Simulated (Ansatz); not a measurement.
A periodic structure is given below.

```
Ge
1.0
     5.29300    0.00000    0.00000
     0.00000    5.29300    0.00000
     0.00000    0.00000    2.93131
Ge
4
Cartesian
  2.6465 0.0000 2.1985
  2.6465 2.6465 1.4657
  0.0000 2.6465 0.7328
  0.0000 0.0000 0.0000
```

Q: Say what kind of structure these coordinates give.

A: The element is germanium. The atoms follow space group I4_1/amd (No. 141); the Bravais lattice is body-centred tetragonal. It belongs to the family called β-tin type. The cell holds four atoms. Taking every contact within bonding distance, one finds Ge 4.

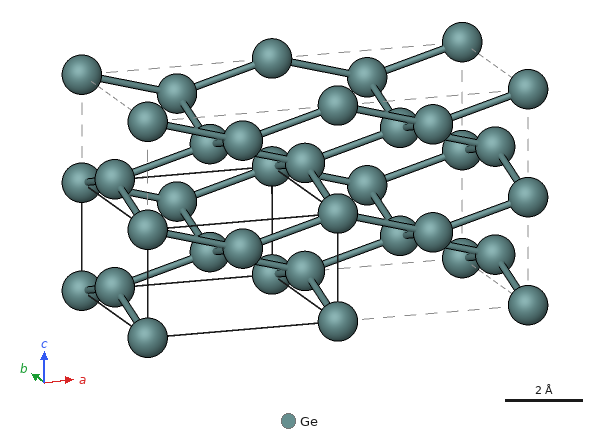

Ball-and-stick representation of a periodic structure, projected slightly off an axis. Shown are 2×1×2 repeats of the conventional unit cell, one of them outlined in solid lines.

It derives from a structure listed in the Materials Project. It was relaxed at fixed volume with DFT r2SCAN, scalar-relativistic, plane waves, PAW (Ansatz).

At this level of theory the cell isn't at rest (stretched, at -6 GPa), so its distances can differ from those at equilibrium, the more so the softer the solid.
